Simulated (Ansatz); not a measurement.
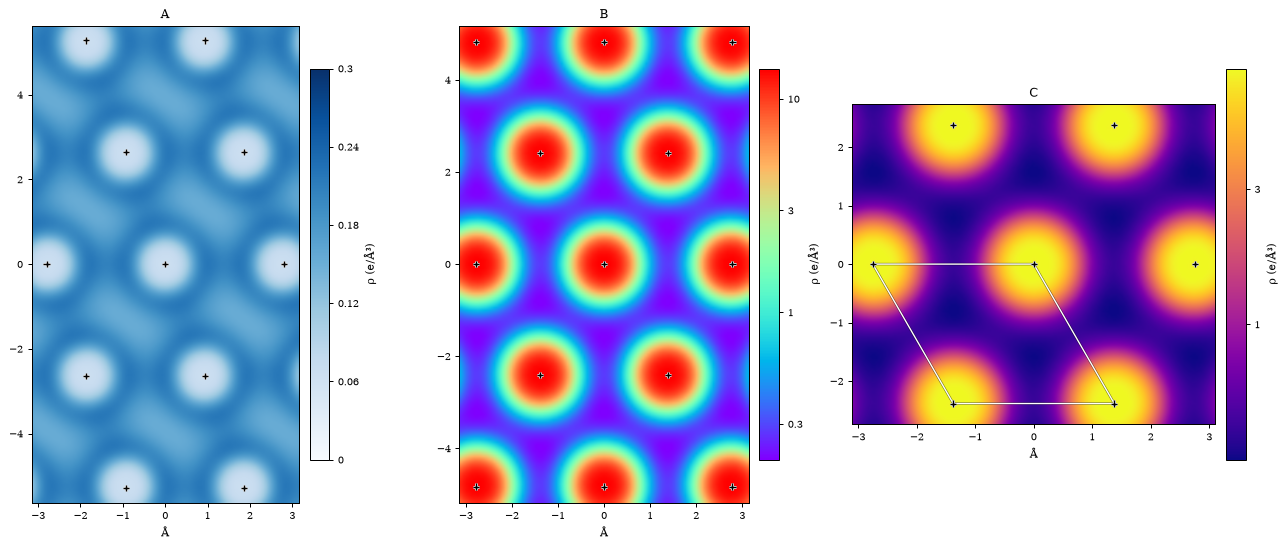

The valence charge density (pseudo) of 3 systems, each on a plane through atoms (crosses mark nuclei in the plane).

The calculation used DFT PBE, scalar-relativistic, plane waves, PAW in Ansatz 0.2.0.

System 1: Os, the (001) plane of the conventional cell. Space group P6₃/mmc; a structure from a database of computed crystals, not necessarily the ambient phase; computed without spin polarisation.

```xyz
2
Lattice="2.7528 0.0000 0.0000 -1.3764 2.3840 0.0000 0.0000 0.0000 4.3510" Properties=species:S:1:pos:R:3 pbc="T T T"
Os    0.0000    1.5893    1.0877
Os    1.3764    0.7947    3.2632
```

System 2: Pd, the (111) plane of the conventional cell. Space group Fm-3m.

```xyz
4
Lattice="3.9422 0.0000 0.0000 0.0000 3.9422 0.0000 0.0000 0.0000 3.9422" Properties=species:S:1:pos:R:3 pbc="T T T"
Pd    0.0000    0.0000    0.0000
Pd    1.9711    1.9711    0.0000
Pd    1.9711    0.0000    1.9711
Pd    0.0000    1.9711    1.9711
```

System 3: Al, the (001) plane of the calculation cell. Space group Im-3m; a structure from a database of computed crystals, not necessarily the ambient phase.

```yaml
crystal:
  lattice:
    - [-3.23410, 3.23410, 3.23410]
    - [3.23410, -3.23410, 3.23410]
    - [3.23410, 3.23410, -3.23410]
  atoms:
    - { symbol: Al, position: [0.00000, 0.00000, 0.00000] }
    - { symbol: Al, position: [0.50000, 0.50000, 0.00000] }
    - { symbol: Al, position: [0.50000, 0.00000, 0.50000] }
    - { symbol: Al, position: [0.00000, 0.50000, 0.50000] }
    - { symbol: Al, position: [0.50000, 0.50000, 0.50000] }
    - { symbol: Al, position: [0.00000, 0.00000, 0.50000] }
    - { symbol: Al, position: [0.00000, 0.50000, 0.00000] }
    - { symbol: Al, position: [0.50000, 0.00000, 0.00000] }
```

> Which map belongs to which system?

Panel A is system 3, Al: the plane holds Al. Al–Al (2.80 Å): ρ is about 0.21 e/Å³ halfway. Panel B is system 2, Pd: the plane holds Pd. Pd–Pd (2.79 Å): ρ at the midpoint is about 0.28 e/Å³. Panel C is system 1, Os: the plane holds Os. Os–Os (2.75 Å): ρ is about 0.43 e/Å³ halfway.
